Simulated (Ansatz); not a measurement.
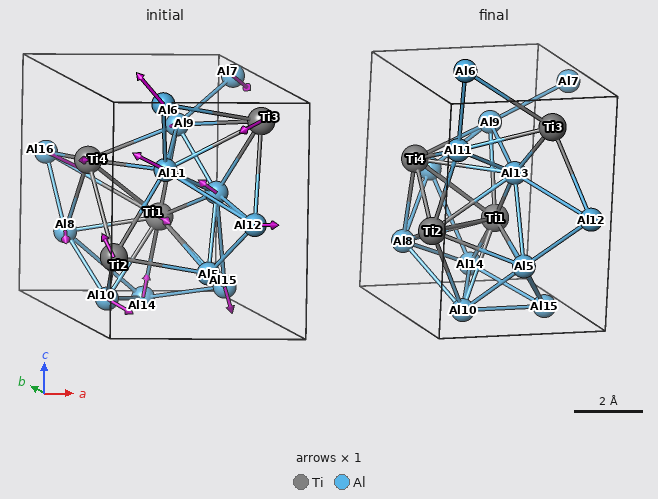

The structure of an amorphous cell of composition TiAl₃ (coarse preliminary run) before (left) and after (right) a relaxation, at one scale. The purple arrows give the displacements (the part carried along by the change of the cell is left out), at their true length.

The picture is a ball-and-stick view of the cell of the calculation, seen slightly off an axis.

Case: atoms packed at random at 1.25 times the crystal's volume.

These are results of Ansatz 0.2.0, DFT r2SCAN, scalar-relativistic, plane waves, PAW, not measurements.

Input file:
```yaml
crystal:
  lattice:
    - [6.002854, -0.324147, -0.196995]
    - [-0.324147, 7.282769, -0.164759]
    - [-0.196995, -0.164759, 7.189215]
  atoms:
    - { symbol: Ti, position: [0.5457265513, 0.6506715971, 0.38531449] }
    - { symbol: Ti, position: [0.1243270515, 0.2379076366, 0.2962714894] }
    - { symbol: Ti, position: [0.8209163944, 0.1431789248, 0.894437513] }
    - { symbol: Ti, position: [0.1147404122, 0.5166235483, 0.6513672406] }
    - { symbol: Al, position: [0.5897856765, 0.1979820076, 0.2372825194] }
    - { symbol: Al, position: [0.2694136997, 0.0365783472, 0.9858273417] }
    - { symbol: Al, position: [0.9609418265, 0.7605053981, 0.9597152976] }
    - { symbol: Al, position: [0.1184516781, 0.7614120637, 0.2988560868] }
    - { symbol: Al, position: [0.5770084215, 0.5396834988, 0.7977237962] }
    - { symbol: Al, position: [0.2381044449, 0.5498891719, 0.0575473713] }
    - { symbol: Al, position: [0.3517017463, 0.1772623593, 0.678968303] }
    - { symbol: Al, position: [0.7361240926, 0.0144692805, 0.4806165639] }
    - { symbol: Al, position: [0.6877914168, 0.3352666696, 0.5515542815] }
    - { symbol: Al, position: [0.5487660931, 0.8195252667, 0.0071483593] }
    - { symbol: Al, position: [0.799694025, 0.4674428794, 0.1270024039] }
    - { symbol: Al, position: [0.0763700373, 0.8950166134, 0.6076717668] }
  symmetry: { detect: false }
basis:
  ecutwfc: 500
kpoints:
  mp_grid: { grid: [2, 2, 2], shift: [0.5, 0.5, 0.5] }
hamiltonian:
  xc: r2scan
scf:
  occupations: { method: gaussian, width: 0.1 }
  lower_state_search: "off"
output:
  forces: true
  stress: true
  eigenvalues: true
relax:
  adjacent_minimum: "off"
  f_tol: 0.04
  max_steps: 70
  cell: { stress_tol: 0.3 }
```

Launched with:
```bash
ansatz run input.yaml --threads 2 --pin off --max-ram 5120MiB --backend cpu --events-out ev --progress --plain --runs-dir out
```

**What changed between the two?**

The energy falls by 8.989 eV per cell of the calculation in 25 accepted moves (27 points after the start). Largest force component: 2.2 eV/Å at the start, 0.024 eV/Å at the end. The pressure goes from −1.92 to 0.01 GPa. The line search rejected the trial step at point 16 of the run. The SCF was repeated once at an unchanged geometry on a basis and grid sized afresh for the cell, which shifted the energy by 6.6 meV per cell of the calculation at most. Al16 moves most relative to the cell: 1.59 Å roughly along [3 0 −1]. By element the largest moves are Al 1.59 Å, Ti 0.96 Å. Cell: a 6.015 → 5.144 Å (−14.5 %), b 7.292 → 7.096 Å (−2.7 %), c 7.194 → 7.093 Å (−1.4 %), α 92.5° → 90.2°, β 93.4° → 88.5°, γ 95.6° → 91.5°. Volume −17.4 %. Near-neighbour distances that change, for instance: Al14–Al16 5.346 → 3.056 Å, Al11–Al15 5.283 → 3.020 Å, Al6–Al12 4.927 → 3.065 Å, Al10–Al13 4.949 → 3.112 Å. New bonds form, among them: Ti3–Al11 (3.62 → 2.69 Å), Ti4–Al9 (3.48 → 2.83 Å). Bond angles that change, for instance: Ti4–Al7–Al6 102.5° → 175.4°, Al13–Al11–Al16 139.4° → 72.1°, Ti4–Al16–Al12 123.5° → 65.9°. Cost: 10 min on 2 threads of Intel(R) Xeon(R) Processor @ 2.70GHz (shared host), peak memory 1 GiB.

Limits of the set-up: the k-point mesh is coarse for a cell with partly filled bands; the periodic images lie only 6.0 Å apart, so the values are limited by the cell's size.
